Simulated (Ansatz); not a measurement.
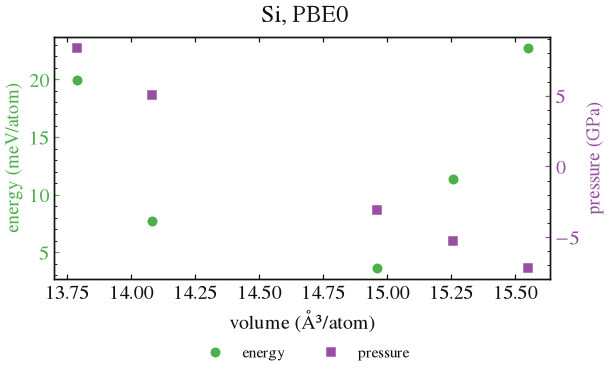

The figure shows the energy and pressure against volume for Si, space group P6/mmm (No. 191).

Cell as given: a = 2.621 Å, b = 2.621 Å, c = 2.466 Å, α = 90.00°, β = 90.00°, γ = 120.00°; 1 atom.

Calculation (Ansatz 0.2.0): plane-wave DFT, no spin polarisation; energies at scaled volumes of the given cell, shape and fractions fixed, counted from the fit's minimum, third-order Birch-Murnaghan fit. Level: PBE0.

```csv
setting,value
k mesh,8×8×6
occupations,Fermi–Dirac
smearing width,0.05 eV
potentials,Ansatz PAW
wave cutoff,420 eV
density cutoff,1680 eV
```

The points at volume 14.37 Å³/atom and 14.67 Å³/atom are left out of the plot. What values does the calculation give there?

| volume (Å³/atom) | energy (meV/atom) | pressure (GPa) |
| --- | --- | --- |
| 14.37 | 1.33 | 2.01 |
| 14.67 | 0.17 | −0.69 |

Caveats: coarse k mesh; shape and atomic fractions are frozen while scaling, which makes layered, chain and framework solids too stiff.
